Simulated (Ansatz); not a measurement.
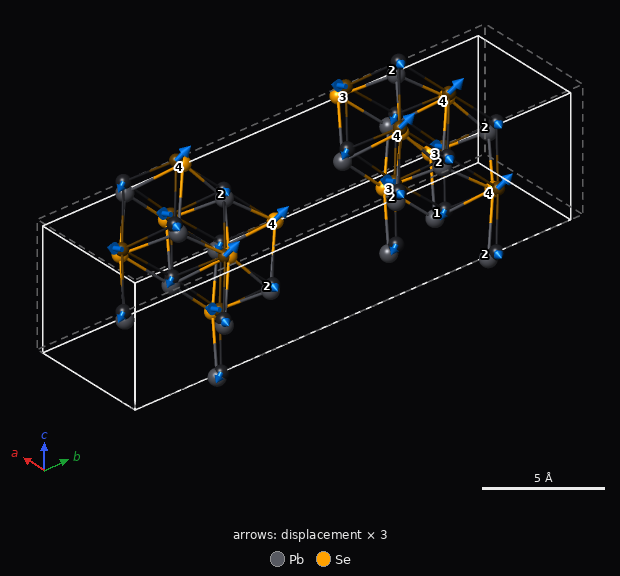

A symmetric starting cell of PbSe, drawn pale, and a changed version of it, drawn solid. The blue arrows show how the atoms are displaced (without the part that the change of the cell carries along), magnified 3 times. Besides, the cell is strained by −2.5 % along c, −2.7 % along b, −5.6 % along a (volume −10.4 %). The picture is a ball-and-stick view of the conventional cell (4 times the calculation's cell), seen from a free direction. Lengths and directions refer to the drawn axes.

These are results of Ansatz, DFT r2SCAN, scalar-relativistic, plane waves, PAW, not measurements. (plane-wave cutoff 500 eV; k-point mesh 6 × 6 × 6; occupations gaussian; smearing width 0.02 eV; no spin polarisation)

Question: How are the atoms displaced, and what does the calculation give?

Answer: Atoms are displaced by up to 0.30 Å (root mean square over those that move 0.24 Å) relative to the cell: Pb1 0.17 Å roughly along [0 −1 −3], Se4 0.30 Å along [0 1 2]. No relaxation follows. The starting cell wasn't computed here and needn't be at equilibrium, so pressure and forces aren't due to the change alone. The pressure is 0.9 GPa (not all of it need come from the change, since the unchanged cell can be under pressure at this level too). The principal stresses (compression positive) are 3.4 GPa along a, 1.3 GPa along c, −2.1 GPa along b. The largest forces, 0.51 eV/Å, act on Se3 and Se4; on Se3 it points along [0 1 −1]. The forces mostly point back along the displacements (cosine −0.91). Among the bonded contacts that change: Pb–Se 3.208 → 2.865 Å, Pb–Se 2.830 → 3.120 Å, Pb–Se 3.045 → 3.253 Å, Pb–Se 3.120 → 2.961 Å. The space group stays Fmm2 (No. 42).
